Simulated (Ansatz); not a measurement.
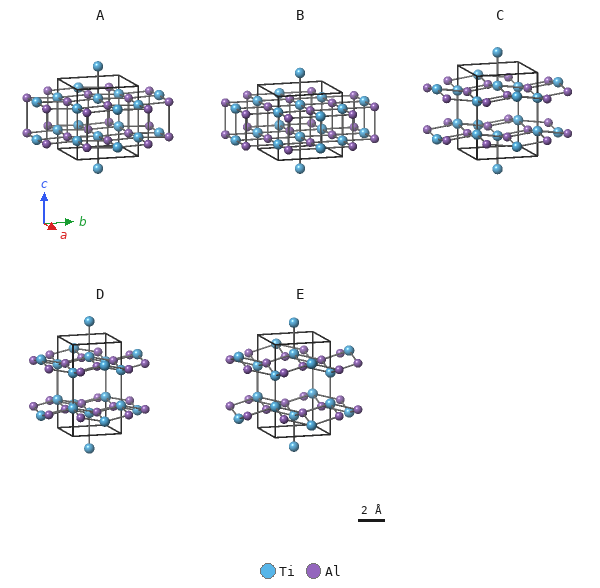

5 geometries from one relaxation of a crystal of TiAl (a generated structure, set up in I4/mmm) (coarse preliminary run), in shuffled order. Style: ball-and-stick. Shown: the conventional cell (2 times the calculation's cell), slightly off an axis. Lengths and directions refer to the drawn axes.

These are results of Ansatz, DFT PBE, scalar-relativistic, plane waves, PAW, not measurements. Settings: plane-wave cutoff 420 eV; k-point mesh 6 × 6 × 6; occupations gaussian; smearing width 0.1 eV; no spin polarisation; cell and atoms relaxed; force threshold 0.04 eV/Å; at most 70 steps.

Put them in the order of the run, from the start to the converged end.

Answer. D, E, C, A, B. They are steps 0, 3, 6, 9, 18, at +3281 meV per atom, +957 meV per atom, +540 meV per atom, +238 meV per atom relative to the last. After 15 accepted moves (18 points after the start) the energy has fallen by 3281 meV per atom. The largest force component goes from 5.2 to under 0.0001 eV/Å. The pressure goes from 90.67 to −0.04 GPa. The SCF was repeated 3 times at an unchanged geometry on a basis and grid sized afresh for the cell, which shifted the energy by 128 meV per atom at most. The largest moves relative to the cell, 0.29 Å, are those of Ti atoms. Al stays in place. Cell: a = b 4.039 → 5.396 Å (+33.6 %), c 7.440 → 5.184 Å (−30.3 %). Volume +24.4 %. Near-neighbour distances that change, for instance: Ti–Ti 4.554 → 2.592 Å, Al–Al 3.720 → 2.592 Å, Ti–Ti 2.975 → 3.816 Å, Al–Ti 2.062 → 2.698 Å. New bonds form: Al–Al (3.72 → 2.59 Å), Ti–Ti (4.55 → 2.59 Å). Among the angles between lasting bonds that change: Al–Ti–Al 156.7° → 180.0°, Ti–Al–Ti 156.7° → 180.0°, Ti–Ti–Al 101.7° → 90.0°. The space group (tolerance 0.01 Å) goes from I4/mmm (No. 139) to P4/mmm (No. 123).
